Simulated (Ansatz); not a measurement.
**Ga$_{2}$O$_{3}$: single-point calculation (part 2 of 2)**

Continued. System: Ga$_{2}$O$_{3}$ (40 atoms in the cell). Method: DFT PBEsol, scalar-relativistic, plane waves, PAW, no spin polarisation (Ansatz 0.2.0); cutoff 420 eV, 2×2×2 k-mesh, Gaussian smearing of 0.01 eV. The structure derives from a Materials Project entry. It belongs to a series of runs on one base structure; here: the perfect crystal in a cell of 40 atoms.

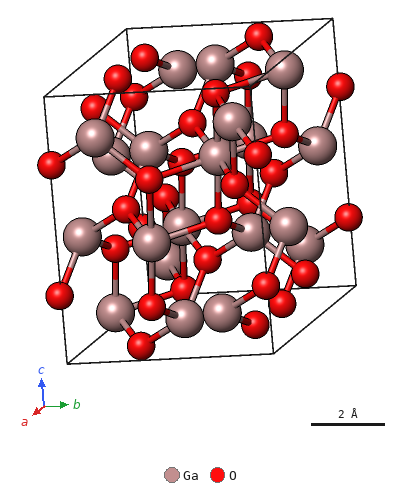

Fig. 1: The structure (ball-and-stick view of the cell of the calculation, seen slightly off an axis).

What the program printed, continued:
```
  k-point 0: bands = ["-10.7783", "-10.2735", "-10.0396", "-9.9887", "-9.9387", "-9.8591", "-9.7573", "-9.7424", "-9.7319", "-9.5687", "-9.5161", "-9.4952", "-9.4211", "-9.3860", "-9.3610", "-9.3198", "-9.2780", "-9.2064", "-9.1448", "-9.1268", "-9.1068", "-9.0942", "-9.0718", "-9.0320", "-5.0056", "-4.9716", "-4.9715", "-4.9644", "-4.9513", "-4.9118", "-4.9048", "-4.8977", "-4.8865", "-4.8815", "-4.8764", "-4.8630", "-4.8424", "-4.8423", "-4.8391", "-4.8291",
      "-4.8285", "-4.8250", "-4.8122", "-4.7991", "-4.7980", "-4.7813", "-4.7749", "-4.7661", "-4.7631", "-4.7629", "-4.7626", "-4.7547", "-4.7512", "-4.7356", "-4.7239", "-4.7234", "-4.7174", "-4.7077", "-4.7034", "-4.6907", "-4.6782", "-4.6645", "-4.6603", "-4.6566", "-4.6498", "-4.6316", "-4.6292", "-4.6049", "-4.5994", "-4.5855", "-4.5735", "-4.5637", "-4.5423", "-4.5374", "-4.5321", "-4.5253", "-4.5227", "-4.5142", "-4.5128", "-4.5091",
      "-4.5021", "-4.4899", "-4.4799", "-4.4783", "-4.4769", "-4.4726", "-4.4642", "-4.4578", "-4.4518", "-4.4222", "-4.3767", "-4.3748", "-4.3433", "-4.3193", "-4.1899", "-4.0512", "-4.0469", "-3.9659", "-3.8764", "-3.8703", "-3.8246", "-3.7471", "-3.7145", "-3.7111", "0.9169", "1.1573", "1.2809", "1.6040", "1.7105", "1.9120", "1.9806", "2.0088", "2.4104", "2.6535", "2.7122", "2.8583", "2.8817", "2.8862", "2.9279", "3.2701",
      "3.3282", "3.6738", "3.8767", "3.9761", "4.0508", "4.0705", "4.1644", "4.1777", "4.3086", "4.5291", "4.5454", "4.7179", "4.7452", "4.7723", "4.8758", "4.9301", "5.1566", "5.1835", "5.2607", "5.3468", "5.3693", "5.5614", "5.6532", "5.7015", "5.7537", "5.8735", "5.9097", "6.0317", "6.1103", "6.1651", "6.2209", "6.3406", "6.4328", "6.4420", "6.5030", "6.6881", "6.7490", "6.7789", "6.7990", "6.7997",
      "6.9394", "6.9876", "7.0683", "7.1287", "7.1475", "7.1613", "7.2863", "7.2958", "7.3154", "7.3574", "7.3871", "7.4276", "7.6181", "7.7713", "7.8486", "7.8938", "11.0662", "13.5629", "13.6007", "13.7320", "13.9278", "13.9293", "14.1128", "14.2759", "14.3079", "14.6052", "14.6477", "14.7817", "15.0693", "15.1440", "15.1746", "15.8269", "15.8533", "15.8876", "15.9505", "16.2625", "16.3977", "16.6491", "16.7856", "16.8538",
      "17.0781", "17.3058", "17.5675", "17.6026", "17.9662", "18.0846", "18.1224", "18.2643", "18.4864", "18.6556", "18.7957", "18.8908", "19.1272", "19.1982", "19.2641", "19.5456"]
  k-point 1: bands = ["-10.6795", "-10.4588", "-10.0925", "-10.0783", "-9.9064", "-9.7383", "-9.7037", "-9.6572", "-9.6314", "-9.6115", "-9.5980", "-9.4621", "-9.3958", "-9.3889", "-9.3778", "-9.3259", "-9.2663", "-9.2147", "-9.2003", "-9.1219", "-9.1037", "-9.0886", "-9.0766", "-9.0580", "-5.0181", "-4.9768", "-4.9643", "-4.9494", "-4.9434", "-4.9149", "-4.9069", "-4.9068", "-4.8834", "-4.8777", "-4.8770", "-4.8481", "-4.8449", "-4.8442", "-4.8409", "-4.8330",
      "-4.8254", "-4.8233", "-4.8191", "-4.8111", "-4.8046", "-4.7784", "-4.7783", "-4.7774", "-4.7662", "-4.7621", "-4.7549", "-4.7491", "-4.7413", "-4.7322", "-4.7322", "-4.7251", "-4.7022", "-4.6986", "-4.6984", "-4.6978", "-4.6885", "-4.6836", "-4.6628", "-4.6592", "-4.6521", "-4.6372", "-4.6175", "-4.6049", "-4.5973", "-4.5766", "-4.5729", "-4.5726", "-4.5536", "-4.5504", "-4.5273", "-4.5231", "-4.5192", "-4.5140", "-4.5130", "-4.5052",
      "-4.5024", "-4.4997", "-4.4942", "-4.4765", "-4.4744", "-4.4691", "-4.4622", "-4.4538", "-4.4181", "-4.3988", "-4.3932", "-4.3365", "-4.2714", "-4.2288", "-4.1996", "-4.1799", "-4.0903", "-4.0386", "-3.8980", "-3.8792", "-3.7833", "-3.7392", "-3.7241", "-3.7016", "1.1392", "1.3311", "1.5260", "1.6201", "1.7288", "1.7768", "1.8462", "1.9538", "2.1312", "2.1620", "2.3392", "2.8961", "2.9765", "2.9961", "3.0432", "3.5717",
      "3.5842", "3.8102", "3.8260", "3.9742", "4.0542", "4.1029", "4.1387", "4.2471", "4.3856", "4.4307", "4.5103", "4.5231", "4.5650", "4.7215", "4.8744", "4.9208", "5.0688", "5.1629", "5.2035", "5.3394", "5.7412", "5.7605", "5.7747", "5.8012", "5.8311", "5.8516", "5.9129", "5.9933", "6.0127", "6.0911", "6.1529", "6.2897", "6.3957", "6.4644", "6.5638", "6.5988", "6.6376", "6.8695", "6.9151", "6.9378",
      "6.9408", "6.9771", "7.0063", "7.0586", "7.1288", "7.1682", "7.1747", "7.2077", "7.3228", "7.4576", "7.4886", "7.4904", "7.5944", "7.6332", "7.7538", "7.8377", "11.6466", "12.7752", "13.2865", "13.6302", "13.7915", "13.9073", "14.1052", "14.2943", "14.3910", "14.5878", "14.6580", "15.0067", "15.1206", "15.3498", "15.3952", "15.5475", "15.6940", "16.1685", "16.3661", "16.5127", "16.5612", "16.6944", "16.7251", "16.8939",
      "17.2083", "17.2583", "17.7464", "17.8235", "17.8614", "17.9123", "18.0023", "18.1166", "18.6876", "18.6923", "18.7546", "18.8140", "18.9909", "19.1642", "19.1672", "19.1906"]
  k-point 2: bands = ["-10.6570", "-10.3521", "-10.2052", "-10.1218", "-9.9748", "-9.7623", "-9.7369", "-9.6353", "-9.6164", "-9.5825", "-9.5108", "-9.4902", "-9.4530", "-9.3747", "-9.3511", "-9.3114", "-9.2424", "-9.1912", "-9.1720", "-9.1685", "-9.1273", "-9.0920", "-9.0654", "-9.0407", "-4.9883", "-4.9862", "-4.9779", "-4.9624", "-4.9611", "-4.9276", "-4.9181", "-4.9053", "-4.8769", "-4.8730", "-4.8719", "-4.8659", "-4.8635", "-4.8540", "-4.8510", "-4.8430",
      "-4.8280", "-4.8238", "-4.8215", "-4.8182", "-4.8149", "-4.7844", "-4.7653", "-4.7625", "-4.7584", "-4.7580", "-4.7524", "-4.7498", "-4.7403", "-4.7303", "-4.7300", "-4.7229", "-4.7082", "-4.7049", "-4.6897", "-4.6740", "-4.6720", "-4.6650", "-4.6598", "-4.6548", "-4.6522", "-4.6518", "-4.6417", "-4.6417", "-4.6202", "-4.5774", "-4.5767", "-4.5653", "-4.5519", "-4.5450", "-4.5360", "-4.5354", "-4.5253", "-4.5235", "-4.5072", "-4.5071",
      "-4.4995", "-4.4993", "-4.4961", "-4.4785", "-4.4682", "-4.4635", "-4.4575", "-4.4368", "-4.4259", "-4.3688", "-4.3630", "-4.2543", "-4.2283", "-4.1291", "-4.1119", "-4.0909", "-4.0789", "-4.0670", "-3.9199", "-3.9107", "-3.9073", "-3.8477", "-3.7967", "-3.6848", "1.2606", "1.3211", "1.4135", "1.6875", "1.7335", "1.7421", "1.8445", "1.8782", "2.0744", "2.2625", "2.3277", "2.8568", "2.9382", "2.9940", "3.2439", "3.3452",
      "3.3767", "3.6005", "3.7255", "3.8389", "3.9617", "4.1820", "4.2125", "4.3639", "4.5161", "4.5327", "4.5356", "4.6656", "4.7594", "4.9914", "5.0542", "5.0997", "5.1886", "5.2228", "5.2393", "5.4003", "5.4542", "5.5201", "5.5261", "5.6096", "5.6819", "5.7263", "5.7575", "6.0342", "6.0650", "6.1671", "6.3355", "6.4234", "6.4956", "6.5963", "6.6043", "6.6610", "6.7435", "6.7483", "6.8414", "6.8652",
      "6.8800", "6.9422", "7.0362", "7.0755", "7.0963", "7.1853", "7.2067", "7.2242", "7.3634", "7.4033", "7.4093", "7.4259", "7.4539", "7.7596", "7.8075", "7.8492", "11.9678", "12.8389", "13.3464", "13.3754", "13.4200", "14.0992", "14.1333", "14.4118", "14.6073", "14.6924", "14.7903", "14.8713", "14.9808", "15.2645", "15.5594", "15.6252", "15.9161", "15.9188", "15.9672", "16.0287", "16.5227", "16.5523", "16.6789", "16.8826",
      "17.0476", "17.3563", "17.5147", "17.5528", "17.8006", "17.8867", "17.9609", "17.9941", "18.3760", "18.4277", "18.6461", "18.7095", "18.8616", "19.2088", "19.3774", "19.4212"]
  k-point 3: bands = ["-10.6163", "-10.4700", "-10.1590", "-10.1281", "-9.8588", "-9.7629", "-9.7124", "-9.6979", "-9.6221", "-9.5721", "-9.5137", "-9.4686", "-9.4518", "-9.4189", "-9.4103", "-9.3393", "-9.2551", "-9.1661", "-9.1494", "-9.1383", "-9.1364", "-9.0888", "-9.0850", "-9.0138", "-4.9940", "-4.9764", "-4.9647", "-4.9594", "-4.9572", "-4.9378", "-4.9137", "-4.9014", "-4.9009", "-4.8763", "-4.8757", "-4.8616", "-4.8612", "-4.8578", "-4.8505", "-4.8443",
      "-4.8363", "-4.8236", "-4.8234", "-4.8231", "-4.8203", "-4.7879", "-4.7748", "-4.7663", "-4.7625", "-4.7562", "-4.7518", "-4.7343", "-4.7333", "-4.7230", "-4.7178", "-4.7144", "-4.7049", "-4.7003", "-4.6992", "-4.6948", "-4.6880", "-4.6736", "-4.6723", "-4.6512", "-4.6511", "-4.6403", "-4.6374", "-4.6361", "-4.5905", "-4.5745", "-4.5706", "-4.5583", "-4.5583", "-4.5494", "-4.5476", "-4.5348", "-4.5253", "-4.5132", "-4.5092", "-4.5051",
      "-4.4988", "-4.4933", "-4.4889", "-4.4872", "-4.4695", "-4.4676", "-4.4538", "-4.4371", "-4.3893", "-4.3867", "-4.3034", "-4.2679", "-4.2130", "-4.2039", "-4.1834", "-4.1347", "-4.0711", "-4.0037", "-3.9794", "-3.9045", "-3.8711", "-3.8240", "-3.7751", "-3.6804", "1.1048", "1.3554", "1.4588", "1.5617", "1.8622", "1.8946", "2.0415", "2.0420", "2.0622", "2.1211", "2.3753", "2.4488", "2.8844", "3.0108", "3.2216", "3.2573",
      "3.3740", "3.4502", "3.7717", "3.9725", "4.1088", "4.2048", "4.3558", "4.3699", "4.4861", "4.5138", "4.6172", "4.6268", "4.7844", "4.8808", "4.9630", "5.0009", "5.1406", "5.2213", "5.2543", "5.3387", "5.5088", "5.6151", "5.7428", "5.7440", "5.7451", "5.8807", "5.8929", "5.9049", "5.9464", "6.0741", "6.1688", "6.3773", "6.3955", "6.4046", "6.5749", "6.6805", "6.7410", "6.7431", "6.8444", "6.8650",
      "6.9404", "6.9673", "7.0248", "7.1179", "7.1230", "7.2443", "7.2500", "7.3178", "7.3260", "7.3401", "7.3921", "7.3980", "7.4725", "7.8018", "7.8161", "7.8700", "11.8860", "12.9196", "13.3992", "13.4700", "13.6435", "13.8395", "14.0269", "14.3319", "14.4093", "14.4634", "14.7780", "14.9191", "15.2923", "15.3966", "15.4106", "15.5609", "15.5995", "15.9385", "16.2623", "16.2880", "16.6486", "16.6553", "16.6851", "16.9132",
      "17.2019", "17.3460", "17.3612", "17.3916", "17.7503", "17.7639", "17.8332", "17.9914", "18.4596", "18.4989", "18.5792", "18.7922", "18.9268", "19.1547", "19.3077", "19.4074"]
```

Key numbers:

```tsv
quantity	value
outcome	converged
space group (tolerance 0.01 Å)	C2/m (12)
electrons treated	352
free energy	−73367.3229 eV
Fermi energy	9.480 eV
gap on the k-point mesh	3.17 eV
pressure	0.00 GPa
largest force (length of the vector)	0.005 eV/Å
hardware	4 threads of AMD EPYC (Zen 3), 189 GiB of memory available, shared host
wall time	48 s (CPU time 1.7 min)
peak memory	1.8 GiB
```
